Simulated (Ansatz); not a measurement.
# Two runs on ZrO2

System: ZrO2 (Fm-3m, 3 atoms in the cell).
Method of run A: DFT r2SCAN, scalar-relativistic, plane waves, PAW, no spin polarisation (Ansatz 0.2.0).

The structure derives from an entry of the Crystallography Open Database. Text and figures count atoms from 1; the logs count them from 0 in places.

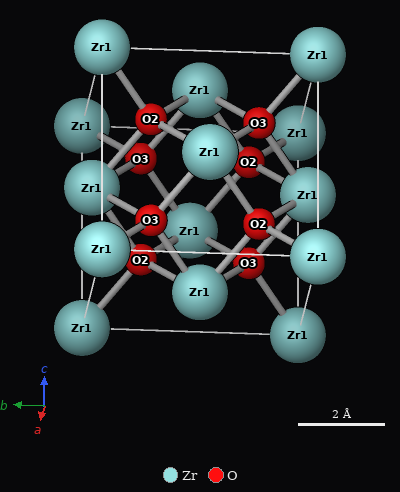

The starting structure (ball-and-stick view of the cell 4 times as large as that of the calculation, set on its symmetry axes, seen at an oblique angle; atoms are numbered from 1 in the order of the input). An atom can appear more than once, as a periodic image. Near neighbours in the periodic cell (some may lie outside the picture): Zr has 8 O at 2.20 Å; O has 4 Zr at 2.20 Å.

## Input file, run A
```yaml
crystal:
  lattice:
    - [0.0, 2.535, 2.535]
    - [2.535, 0.0, 2.535]
    - [2.535, 2.535, 0.0]
  atoms:
    - { symbol: Zr, position: [0.0, 0.0, 0.0] }
    - { symbol: O, position: [0.25, 0.25, 0.25] }
    - { symbol: O, position: [0.75, 0.75, 0.75] }
basis:
  ecutwfc: 500
kpoints:
  mp_grid: { grid: [8, 8, 8] }
hamiltonian:
  xc: r2scan
scf:
  occupations: { method: gaussian, width: 0.02 }
output:
  forces: true
  stress: true
  eigenvalues: true
  write_density: true
  write_potential: true
  elf: true
  volumetric_format: npy
relax:
  adjacent_minimum: "off"
  f_tol: 0.005
  max_steps: 80
  cell: { stress_tol: 0.05 }
```

Command:
```bash
ansatz run input.yaml --threads 4 --pin off --max-ram 10240MiB --backend cpu --events-out ev --progress --plain --runs-dir out
```

Hardware: 4 threads of AMD EPYC (Zen 5), 32 GiB of memory available, shared host.

## Output, shortened to warnings, some set-up lines, iterations and results (run A)
```
Basis set: ecut = 500 eV, 869 PW (Γ), exchange–correlation on 108×108×108 points (64 copies of the dense FFT grid, shifted against one another)
Symmetry: 48 space group operations
k-points: 29 of 512
Initial density: superposition of atomic densities (neutral atoms: chi_scale 0, normalization atom), corrected by the library's trained network
[...]
SCF iter   1: F=—  HF=-5337.987466 eV  |F-HF|=—  |Δ(HF+E_count)|=         —  Δρ=1.63e-2  dr2=1.05e-1  dr2_τ=1.99e-1  ethr=1.77e-3  ⟨swp⟩=6.1  Hψ=2343  notcnv=0
SCF iter   2: F=—  HF=-5338.061553 eV  |F-HF|=—  |Δ(HF+E_count)|=   7.41e-2  Δρ=1.19e-2  dr2=2.56e-2  dr2_τ=9.85e-3  ethr=4.39e-4  ⟨swp⟩=2.8  Hψ=1067  notcnv=0
SCF iter   3: F=—  HF=-5338.055609 eV  |F-HF|=—  |Δ(HF+E_count)|=   5.94e-3  Δρ=3.33e-3  dr2=1.57e-3  dr2_τ=2.23e-4  ethr=1.07e-4  ⟨swp⟩=2.0  Hψ=781  notcnv=0
SCF iter   4: F=—  HF=-5338.055919 eV  |F-HF|=—  |Δ(HF+E_count)|=   3.10e-4  Δρ=7.80e-4  dr2=7.61e-5  dr2_τ=1.92e-5  ethr=6.54e-6  ⟨swp⟩=2.3  Hψ=796  notcnv=0
SCF iter   5: F=—  HF=-5338.055928 eV  |F-HF|=—  |Δ(HF+E_count)|=   8.92e-6  Δρ=9.31e-5  dr2=6.72e-7  dr2_τ=2.38e-7  ethr=3.17e-7  ⟨swp⟩=2.2  Hψ=675  notcnv=0
[... 18 lines ...]
SCF iter   3: F=—  HF=-5338.059395 eV  |F-HF|=—  |Δ(HF+E_count)|=   6.30e-6  Δρ=2.61e-5  dr2=7.91e-8  dr2_τ=9.98e-8  ethr=3.84e-10  ⟨swp⟩=2.3  Hψ=796  notcnv=0
SCF iter   4: F=—  HF=-5338.059396 eV  |F-HF|=—  |Δ(HF+E_count)|=   1.57e-7  Δρ=2.27e-6  dr2=4.96e-10  dr2_τ=4.72e-10  ethr=3.30e-10  ⟨swp⟩=2.0  Hψ=675  notcnv=0
SCF iter   5: F=-5338.059396 eV  HF=-5338.059396 eV  |F-HF|=1.60e-10  |Δ(HF+E_count)|=   2.41e-9  Δρ=3.89e-7  dr2=1.42e-11  dr2_τ=7.79e-12  ethr=1.00e-12  ⟨swp⟩=4.6  Hψ=2431  …
SCF 4 converged in 5 iterations: F = -5338.059396 eV  dr2 = 1.42e-11
relax step   4: F+E_penalty+E_count = -5338.05939561 eV  Δ(F+E_penalty+E_count) = -3.156e-4 eV  max|allowed force component| = 9.637e-18 eV/Å  Δτ_max = 0.0000 Å  P = -0.016 …
basis re-selected at this cell: Δ(F+E_penalty+E_count) = -3.156e-4 eV, ΔP = -0.007 GPa vs the last step (what re-selecting the basis moved, of the pressure what is left beyond the Pulay correction that the steps carried, after the strain that the cell walked since its last selection, with what the …
SCF converged after 5 iterations
Free energy (F): -5338.059396 eV
Harris-Foulkes:  -5338.059396 eV  (|F-HF|=1.60e-10)
Internal energy: -5338.059396 eV  (E = F + TS)
E sigma→0 (E₀):  -5338.059396 eV
Fermi energy:    13.786576 eV
--- Per-component energies (eV) ---
  E_band       = -80.388535
  E_kinetic    = 689.416438
  E_local      = -1139.460149  (includes V_loc(G=0)·N_el)
  E_nonlocal   = 169.276406
  E_hartree    = 376.867463
  E_xc         = -305.738623
  E_vxc        = -426.447650  (∫ρ·V_xc dr)
  E_paw        = -3289.491656  (= ΣΔE_a)
  E_vpaw       = -152.707370  (= ΣTr[D̂ρ^β])
  E_aug_tail   = 0.001929  (compensation charges beyond the density's cutoff)
  E_vtau       = 25.796890  (kinetic-family band-sum trace: ∫τ·v_τ [+ j·A + Jᵃ·Aᵃ] dr)
  E_ewald      = -1838.702580
  E_core_change = -0.228623  (= ΣΔE_core)
  E_smearing   = -0.000000  (= −TS)
  E_closure    = -0.000000  (closes the sum)
  Σ components = -5338.059396   (vs F -5338.059396, Δ=0.00e0)
--- Forces (eV/Å), atoms counted from 1 ---
  atom   1  Zr    -0.00000000     0.00000000    -0.00000000
  atom   2  O      0.00000000     0.00000000    -0.00000000
  atom   3  O     -0.00000000    -0.00000000    -0.00000000
  max |Σ_I F_I| component: 2.31e-18 eV/Å
--- Stress (GPa, compression-positive) ---
       -0.016153      -0.000000      -0.000000
       -0.000000      -0.016153       0.000000
       -0.000000       0.000000      -0.016153
  P = ⅓ Tr σ = -0.0162 GPa (-0.162 kbar)
--- Relaxed structure (3 steps of the walk, 3 accepted, 1 SCFs on fresh bases) ---
  F+E_penalty+E_count = -5338.05939561 eV   max|allowed force component| = 9.637e-18 eV/Å   (the final SCF, on the basis selected at the relaxed cell)
  cell:  # Å, volume = 32.9571 Å³
    - [-1.2738430082238975e-34, 2.544717988126791, 2.544717988126791]
    - [2.544717988126791, 1.5923037602798727e-36, 2.544717988126791]
    - [2.544717988126791, 2.544717988126791, 1.592303760279894e-36]
  atoms:
    - { symbol: Zr, position: [1.015443697682057e-34, -1.2047387336198648e-34, -6.599770912742936e-35] }
[...]
```

The input of run B differs as follows (lines with − go, lines with + come):
```diff
+  dispersion: d4
-  write_density: true
-  write_potential: true
-  elf: true
-  volumetric_format: npy
```

How does run B compare with run A?

The total energies belong to different models, so their difference says nothing on which is more stable or more accurate. The volume per atom goes from 10.99 to 10.92 Å³. The SCF takes 19 iterations over all geometry steps against 20.

## Output, shortened to warnings, some set-up lines, iterations and results (run B)
```
Basis set: ecut = 500 eV, 869 PW (Γ), exchange–correlation on 108×108×108 points (64 copies of the dense FFT grid, shifted against one another)
Symmetry: 48 space group operations
k-points: 29 of 512
Initial density: superposition of atomic densities (neutral atoms: chi_scale 0, normalization atom), corrected by the library's trained network
[...]
SCF iter   1: F=—  HF=-5338.236091 eV  |F-HF|=—  |Δ(HF+E_count)|=         —  Δρ=1.63e-2  dr2=1.05e-1  dr2_τ=1.99e-1  ethr=1.77e-3  ⟨swp⟩=6.1  Hψ=2343  notcnv=0
SCF iter   2: F=—  HF=-5338.310177 eV  |F-HF|=—  |Δ(HF+E_count)|=   7.41e-2  Δρ=1.19e-2  dr2=2.56e-2  dr2_τ=9.85e-3  ethr=4.39e-4  ⟨swp⟩=2.8  Hψ=1067  notcnv=0
SCF iter   3: F=—  HF=-5338.304234 eV  |F-HF|=—  |Δ(HF+E_count)|=   5.94e-3  Δρ=3.33e-3  dr2=1.57e-3  dr2_τ=2.23e-4  ethr=1.07e-4  ⟨swp⟩=2.0  Hψ=781  notcnv=0
SCF iter   4: F=—  HF=-5338.304544 eV  |F-HF|=—  |Δ(HF+E_count)|=   3.10e-4  Δρ=7.80e-4  dr2=7.61e-5  dr2_τ=1.92e-5  ethr=6.54e-6  ⟨swp⟩=2.3  Hψ=796  notcnv=0
SCF iter   5: F=—  HF=-5338.304553 eV  |F-HF|=—  |Δ(HF+E_count)|=   8.92e-6  Δρ=9.31e-5  dr2=6.72e-7  dr2_τ=2.38e-7  ethr=3.17e-7  ⟨swp⟩=2.2  Hψ=675  notcnv=0
[... 17 lines ...]
SCF iter   3: F=—  HF=-5338.305421 eV  |F-HF|=—  |Δ(HF+E_count)|=   5.15e-9  Δρ=8.56e-6  dr2=9.00e-9  dr2_τ=1.48e-9  ethr=1.91e-10  ⟨swp⟩=2.0  Hψ=648  notcnv=0
SCF iter   4: F=—  HF=-5338.305421 eV  |F-HF|=—  |Δ(HF+E_count)|=   1.61e-9  Δρ=2.94e-6  dr2=9.54e-10  dr2_τ=1.96e-10  ethr=3.75e-11  ⟨swp⟩=2.0  Hψ=670  notcnv=0
SCF iter   5: F=-5338.305421 eV  HF=-5338.305421 eV  |F-HF|=1.27e-11  |Δ(HF+E_count)|=  2.87e-10  Δρ=5.30e-7  dr2=2.64e-11  dr2_τ=6.96e-12  ethr=1.00e-12  ⟨swp⟩=4.5  Hψ=2340  …
SCF 4 converged in 5 iterations: F = -5338.305421 eV  dr2 = 2.64e-11
relax step   4: F+E_penalty+E_count = -5338.30542136 eV  Δ(F+E_penalty+E_count) = -1.371e-4 eV  max|allowed force component| = 9.637e-18 eV/Å  Δτ_max = 0.0000 Å  P = -0.005 …
basis re-selected at this cell: Δ(F+E_penalty+E_count) = -1.371e-4 eV, ΔP = -0.002 GPa vs the last step (what re-selecting the basis moved, of the pressure what is left beyond the Pulay correction that the steps carried, after the strain that the cell walked since its last selection, with what the …
SCF converged after 5 iterations
Free energy (F): -5338.305421 eV
Harris-Foulkes:  -5338.305421 eV  (|F-HF|=1.27e-11)
Internal energy: -5338.305421 eV  (E = F + TS)
E sigma→0 (E₀):  -5338.305421 eV
Fermi energy:    13.887298 eV
--- Per-component energies (eV) ---
  E_band       = -78.200021
  E_kinetic    = 689.959482
  E_local      = -1135.144624  (includes V_loc(G=0)·N_el)
  E_nonlocal   = 169.301221
  E_hartree    = 375.649626
  E_xc         = -305.877520
  E_vxc        = -426.639164  (∫ρ·V_xc dr)
  E_paw        = -3289.549275  (= ΣΔE_a)
  E_vpaw       = -152.774383  (= ΣTr[D̂ρ^β])
  E_aug_tail   = 0.002211  (compensation charges beyond the density's cutoff)
  E_vtau       = 25.796080  (kinetic-family band-sum trace: ∫τ·v_τ [+ j·A + Jᵃ·Aᵃ] dr)
  E_ewald      = -1842.171042
  E_disp       = -0.246877  (pairwise vdW)
  E_core_change = -0.228623  (= ΣΔE_core)
  E_smearing   = -0.000000  (= −TS)
  E_closure    = -0.000000  (closes the sum)
  Σ components = -5338.305421   (vs F -5338.305421, Δ=0.00e0)
--- Forces (eV/Å), atoms counted from 1 ---
  atom   1  Zr    -0.00000000     0.00000000     0.00000000
  atom   2  O     -0.00000000     0.00000000     0.00000000
  atom   3  O      0.00000000    -0.00000000    -0.00000000
  max |Σ_I F_I| component: 5.20e-18 eV/Å
--- Stress (GPa, compression-positive) ---
       -0.005147      -0.000000      -0.000000
       -0.000000      -0.005147      -0.000000
       -0.000000      -0.000000      -0.005147
  P = ⅓ Tr σ = -0.0051 GPa (-0.051 kbar)
--- Relaxed structure (3 steps of the walk, 3 accepted, 1 SCFs on fresh bases) ---
  F+E_penalty+E_count = -5338.30542136 eV   max|allowed force component| = 9.637e-18 eV/Å   (the final SCF, on the basis selected at the relaxed cell)
  cell:  # Å, volume = 32.7713 Å³
    - [1.0827665569903128e-34, 2.539926761696453, 2.539926761696453]
    - [2.539926761696453, -8.279979553455333e-35, 2.539926761696453]
    - [2.539926761696453, 2.539926761696453, -3.8215290246716924e-35]
  atoms:
[...]
```

## The two runs side by side

```csv
quantity,run A,run B
outcome,converged,converged
free energy per atom (eV),−1779.3531,−1779.4351
gap on the mesh (eV),3.89,3.90
pressure (GPa),−0.02,−0.01
volume per atom (Å³),10.99,10.92
largest force (eV/Å),0.000,0.000
SCF iterations,20,19
irreducible k-points,29,29
wall time (shared host),1.3 s,1.4 s
```
